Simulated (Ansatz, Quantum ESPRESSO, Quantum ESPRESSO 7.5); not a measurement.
# Evanescent states of LiCl, rock salt type, lattice constant set to 4.87 Å

Wanted: the complex band structure of LiCl, rock salt type, lattice constant set to 4.87 Å, as for a tunnel barrier.

Program: Quantum ESPRESSO 7.5. Level of theory: plane-wave DFT, LDA, GBRV ultrasoft pseudopotentials (cross-check by Ansatz 0.2.0 with PAW datasets). Results are calculated unless marked as measured.

The structure was built from a prototype and need not be the compound's stable phase.

## Step 1: Starting point

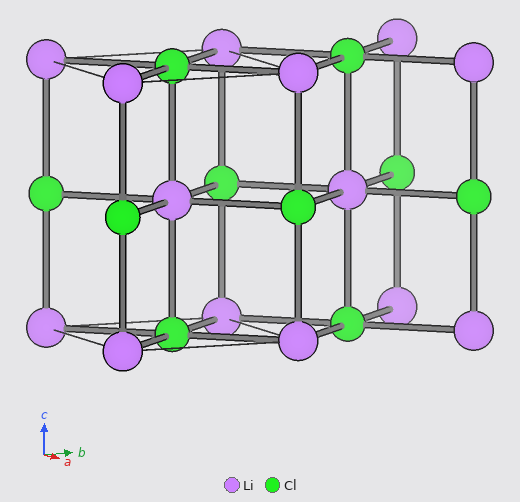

The starting structure, seen from the side, with the c axis up (lithium purple, chlorine green). 1×2×1 cells are drawn. Some periodic images of atoms are drawn too.

## Step 2: SCF with pw.x

pwcond needs a cell whose third axis lies along the current and stands perpendicular to the other two.

Contents of scf.in:

```
&control
  prefix = 'scf'
  outdir = './out'
  pseudo_dir = './pseudo'
  calculation = 'scf'
  tprnfor = .true.
/
&system
  ibrav = 0
  nat = 4
  ntyp = 2
  ecutwfc = 40
  ecutrho = 200
  occupations = 'fixed'
  nbnd = 14
/
&electrons
  conv_thr = 1e-09
  mixing_beta = 0.6
  electron_maxstep = 120
/
ATOMIC_SPECIES
  Li  6.9400  li_lda_v1.4.uspp.F.UPF
  Cl  35.4500  cl_lda_v1.4.uspp.F.UPF
CELL_PARAMETERS angstrom
  3.44361002437849 0.00000000000000 0.00000000000000
  0.00000000000000 3.44361002437849 0.00000000000000
  0.00000000000000 0.00000000000000 4.87000000000000
ATOMIC_POSITIONS crystal
  Li  0.000000000000 0.000000000000 0.000000000000
  Cl  0.500000000000 0.500000000000 0.000000000000
  Li  0.500000000000 0.500000000000 0.500000000000
  Cl  0.000000000000 0.000000000000 0.500000000000
K_POINTS automatic
  8 8 6 0 0 0
```

Run with:

```bash
$ OMP_NUM_THREADS=1 mpirun -n 2 pw.x -nk 2 -in scf.in > scf.out
```

What it wrote:

```text
Program PWSCF v.7.5 starts
[citation notice left out]

     Parallel version (MPI & OpenMP), running on       2 processor cores
     Number of MPI processes:                 2
     Threads/MPI process:                     1

     MPI processes distributed on     1 nodes
[...]
Current dimensions of program PWSCF are:
     Max number of different atomic species (ntypx) = 10
     Max number of k-points (npk) =  40000
     Max angular momentum in pseudopotentials (lmaxx) =  4
     Found identity + ( -0.5000 -0.5000 -0.5000) symmetry
     This is a supercell, fractional translations are disabled
     Message from routine setup:
     using ibrav=0 with symmetry is DISCOURAGED, use correct ibrav instead

     K-points division:     npool     =       2
     Subspace diagonalization in iterative solution of the eigenvalue problem:
     a serial algorithm will be used

     G-vector sticks info
     --------------------
     sticks:   dense  smooth     PW     G-vecs:    dense   smooth      PW
     Sum         673     545    177                18713    13325    2373

     Using Slab Decomposition

     bravais-lattice index     =            0
     lattice parameter (alat)  =       6.5075  a.u.
     unit-cell volume          =     389.7207 (a.u.)^3
     number of atoms/cell      =            4
     number of atomic types    =            2
     number of electrons       =        20.00
     number of Kohn-Sham states=           14
     kinetic-energy cutoff     =      40.0000  Ry
     charge density cutoff     =     200.0000  Ry
     scf convergence threshold =      1.0E-09
     mixing beta               =       0.6000
     number of iterations used =            8  plain     mixing
     Exchange-correlation=  SLA  PZ   NOGX NOGC
                           (   1   1   0   0   0   0   0)

     celldm(1)=   6.507480  celldm(2)=   0.000000  celldm(3)=   0.000000
     celldm(4)=   0.000000  celldm(5)=   0.000000  celldm(6)=   0.000000

     crystal axes: (cart. coord. in units of alat)
               a(1) = (   1.000000   0.000000   0.000000 )
               a(2) = (   0.000000   1.000000   0.000000 )
               a(3) = (   0.000000   0.000000   1.414214 )

     reciprocal axes: (cart. coord. in units 2 pi/alat)
               b(1) = (  1.000000  0.000000  0.000000 )
               b(2) = (  0.000000  1.000000  0.000000 )
               b(3) = (  0.000000  0.000000  0.707107 )

     PseudoPot. # 1 for Li read from file:
     ./pseudo/li_lda_v1.4.uspp.F.UPF
     Pseudo is Ultrasoft, Zval =  3.0
     Generated by new atomic code, or converted to UPF format
     Using radial grid of  751 points,  5 beta functions with:
                l(1) =   0
                l(2) =   0
                l(3) =   0
                l(4) =   1
                l(5) =   1
     Q(r) pseudized with 10 coefficients,  rinner =    1.150   1.150   1.150

     PseudoPot. # 2 for Cl read from file:
     ./pseudo/cl_lda_v1.4.uspp.F.UPF
     Pseudo is Ultrasoft + core correction, Zval =  7.0
     Generated by new atomic code, or converted to UPF format
     Using radial grid of  909 points,  6 beta functions with:
                l(1) =   0
                l(2) =   0
                l(3) =   1
                l(4) =   1
                l(5) =   2
                l(6) =   2
     Q(r) pseudized with  8 coefficients,  rinner =    1.300   1.300   1.300
                                                       1.300   1.300

     atomic species   valence    mass     pseudopotential
     Li                3.00     6.94000     Li( 1.00)
     Cl                7.00    35.45000     Cl( 1.00)

     16 Sym. Ops., with inversion, found

   Cartesian axes

     site n.     atom                  positions (alat units)
         1        Li     tau(   1) = (   0.0000000   0.0000000   0.0000000  )
         2        Cl     tau(   2) = (   0.5000000   0.5000000   0.0000000  )
         3        Li     tau(   3) = (   0.5000000   0.5000000   0.7071068  )
         4        Cl     tau(   4) = (   0.0000000   0.0000000   0.7071068  )

     number of k points=    60
                       cart. coord. in units 2pi/alat
        k(    1) = (   0.0000000   0.0000000   0.0000000), wk =   0.0052083
        k(    2) = (   0.0000000   0.0000000   0.1178511), wk =   0.0104167
        k(    3) = (   0.0000000   0.0000000   0.2357023), wk =   0.0104167
        k(    4) = (   0.0000000   0.0000000  -0.3535534), wk =   0.0052083
        k(    5) = (   0.0000000   0.1250000   0.0000000), wk =   0.0208333
        k(    6) = (   0.0000000   0.1250000   0.1178511), wk =   0.0416667
        k(    7) = (   0.0000000   0.1250000   0.2357023), wk =   0.0416667
        k(    8) = (   0.0000000   0.1250000  -0.3535534), wk =   0.0208333
        k(    9) = (   0.0000000   0.2500000   0.0000000), wk =   0.0208333
        k(   10) = (   0.0000000   0.2500000   0.1178511), wk =   0.0416667
[...]
k(   60) = (  -0.5000000  -0.5000000  -0.3535534), wk =   0.0052083

     Dense  grid:    18713 G-vectors     FFT dimensions: (  30,  30,  45)

     Smooth grid:    13325 G-vectors     FFT dimensions: (  27,  27,  40)

     Estimated max dynamical RAM per process >      53.04 MB

     Estimated total dynamical RAM >     101.51 MB

     Initial potential from superposition of free atoms

     starting charge      19.0985, renormalised to      20.0000

     negative rho (up, down):  3.102E-02 0.000E+00
     Starting wfcs are   18 randomized atomic wfcs

     total cpu time spent up to now is        1.2 secs

     per-process dynamical memory:    29.5 Mb

     Self-consistent Calculation

     iteration #  1     ecut=    40.00 Ry     beta= 0.60
     Davidson diagonalization with overlap
     ethr =  1.00E-02,  avg # of iterations =  4.6

     Threshold (ethr) on eigenvalues was too large:
     Diagonalizing with lowered threshold

     Davidson diagonalization with overlap
     ethr =  1.61E-04,  avg # of iterations =  4.9

     negative rho (up, down):  2.938E-02 0.000E+00

     total cpu time spent up to now is        3.1 secs

     total energy              =     -95.71723953 Ry
     estimated scf accuracy    <       0.03560964 Ry

     iteration #  2     ecut=    40.00 Ry     beta= 0.60
[...]
negative rho (up, down):  2.883E-02 0.000E+00

[...]
total energy              =     -95.71722324 Ry
     estimated scf accuracy    <       0.00320736 Ry

     iteration #  3     ecut=    40.00 Ry     beta= 0.60
[...]
negative rho (up, down):  2.880E-02 0.000E+00

[...]
total energy              =     -95.71790976 Ry
     estimated scf accuracy    <       0.00002522 Ry

     iteration #  4     ecut=    40.00 Ry     beta= 0.60
[...]
c_bands:  1 eigenvalues not converged
     c_bands:  1 eigenvalues not converged
     c_bands:  1 eigenvalues not converged
[...]
negative rho (up, down):  2.875E-02 0.000E+00

[...]
total energy              =     -95.71799260 Ry
     estimated scf accuracy    <       0.00000489 Ry

     iteration #  5     ecut=    40.00 Ry     beta= 0.60
[...]
negative rho (up, down):  2.874E-02 0.000E+00

[...]
total energy              =     -95.71799308 Ry
     estimated scf accuracy    <       0.00000139 Ry

     iteration #  6     ecut=    40.00 Ry     beta= 0.60
[...]
negative rho (up, down):  2.874E-02 0.000E+00

[...]
total energy              =     -95.71799335 Ry
     estimated scf accuracy    <          1.7E-09 Ry

     iteration #  7     ecut=    40.00 Ry     beta= 0.60
[...]
negative rho (up, down):  2.873E-02 0.000E+00

[...]
total energy              =     -95.71799340 Ry
     estimated scf accuracy    <          1.7E-09 Ry

     iteration #  8     ecut=    40.00 Ry     beta= 0.60
[...]
negative rho (up, down):  2.873E-02 0.000E+00

[...]
End of self-consistent calculation

          k = 0.0000 0.0000 0.0000 (  1675 PWs)   bands (ev):

   -39.3113 -39.3019 -11.0325  -9.8209  -0.8535   1.4677   1.4677   2.9366
     2.9366   2.9366   9.9327  10.6000  10.8473  14.5938

          k = 0.0000 0.0000 0.1179 (  1675 PWs)   bands (ev):

   -39.3107 -39.3025 -10.9691  -9.9269  -0.5925   1.5513   1.5513   2.6698
     2.8192   2.8192  10.2876  10.7579  10.9684  14.0394

          k = 0.0000 0.0000 0.2357 (  1690 PWs)   bands (ev):

   -39.3089 -39.3042 -10.7860 -10.1921   0.1052   1.7885   1.7885   1.9683
     2.5157   2.5157  11.2266  11.2443  11.3658  12.9824

          k = 0.0000 0.0000-0.3536 (  1666 PWs)   bands (ev):

   -39.3065 -39.3065 -10.5089 -10.5089   1.0374   1.0374   2.1358   2.1358
     2.1358   2.1358  11.9865  12.0596  12.0596  12.7990

          k = 0.0000 0.1250 0.0000 (  1683 PWs)   bands (ev):

   -39.3106 -39.3019 -10.9618  -9.8284  -0.7228   1.1735   1.5623   2.5225
     2.7988   2.9431  10.2864  10.7448  11.4038  14.0029

          k = 0.0000 0.1250 0.1179 (  1673 PWs)   bands (ev):

   -39.3100 -39.3024 -10.9018  -9.9260  -0.5053   1.2927   1.6424   2.1310
     2.8354   2.8880  10.4526  10.8700  11.5231  13.8303

[...]
highest occupied, lowest unoccupied level (ev):     2.9431    9.4763

!    total energy              =     -95.71799340 Ry
     estimated scf accuracy    <          1.8E-11 Ry

     The total energy is the sum of the following terms:
     one-electron contribution =     -16.01027597 Ry
     hartree contribution      =      13.54137726 Ry
     xc contribution           =     -25.51206864 Ry
     ewald contribution        =     -67.73702606 Ry

     convergence has been achieved in   8 iterations

     negative rho (up, down):  2.873E-02 0.000E+00

     Forces acting on atoms (cartesian axes, Ry/au):

     atom    1 type  1   force =     0.00000000    0.00000000    0.00000000
     atom    2 type  2   force =     0.00000000    0.00000000    0.00000000
     atom    3 type  1   force =     0.00000000    0.00000000    0.00000000
     atom    4 type  2   force =     0.00000000    0.00000000    0.00000000

     Total force =     0.000000     Total SCF correction =     0.000000

[...]
=------------------------------------------------------------------------------=
   JOB DONE.
=------------------------------------------------------------------------------=
```

The job ended after 12 s (2 MPI ranks of Intel Xeon Platinum 8488C (Sapphire Rapids), shared host; peak memory 0.2 GiB).

Read from the output:

- free energy: -1302.3096 eV
- valence top, on the run's zero: 2.943 eV
- conduction bottom, on the run's zero: 9.476 eV
- gap by band count: 6.533 eV

The program's own clock; routines nest. Time by routine:

```
     routine  wall time (s)  calls
       PWSCF          11.46      1
   electrons          10.12      1
     c_bands           8.75      9
     cegterg           7.56    270
       h_psi           6.07   1689
        fftw           5.18  32206
    vloc_psi           5.16   1689
    sum_band           1.18      9
    init_run           1.06      1
      calbec           0.64   2079
h_psi:calbec           0.49   1689
     wfcinit           0.43      1
  add_vuspsi           0.37   1689
       s_psi           0.36   1689
```

The run needed 8 iterations to bring the estimated error under 1e-09 Ry.

(Continued in part 2 of 3.)

[Logs are printed without paths, hosts, clocks, repeated set-up lines and the standing remarks that a program may print on its own settings, such as how far it seeks lower states.]

[Hosts, paths, dates, database ids (printed as entryN), source tags and the programs' standing remarks are cut or masked in the printed files.]

[Maps of the electrostatic potential energy from Ansatz leave out the sawtooth potential of an applied field or a dipole correction, so their vacuum need not be flat; planar profiles and work functions include it.]
